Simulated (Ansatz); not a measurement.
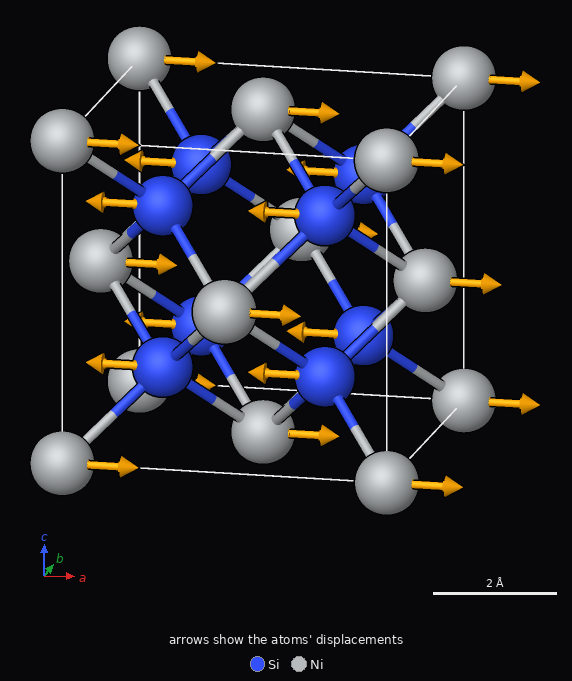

The lowest optical mode of a crystal of Si$_{2}$Ni, space group Fm-3m (No. 225), at the zone centre. Displacements are drawn as orange arrows; their common scale and sign are arbitrary. The picture is a ball-and-stick view of the conventional cell (4 times the calculation's cell), seen slightly off an axis. Lengths and directions refer to the drawn axes.

Computed with DFT PBE, scalar-relativistic, plane waves, PAW in Ansatz 0.2.0. Set-up: plane-wave cutoff 420 eV; k-point mesh 14 × 14 × 14; occupations fermi dirac; smearing width 0.15 eV; no spin polarisation.

The frequencies depend somewhat on the k-mesh and the smearing.

Is this crystal at a minimum with respect to the drawn distortion?

Answer. Yes: this softest mode has a real frequency, and so have all others here. That speaks for this wave vector alone: the rest of the zone wasn't checked in this run. This is the T₁u mode (triply degenerate; one member of the set is drawn) at 296 cm⁻¹, the lowest optical level, infrared-active by symmetry. The Si sublattice moves against the Ni sublattice, along a; the kinetic energy is shared as Si 51 %, Ni 49 %. The crystal is a metal, so free carriers screen the infrared response.
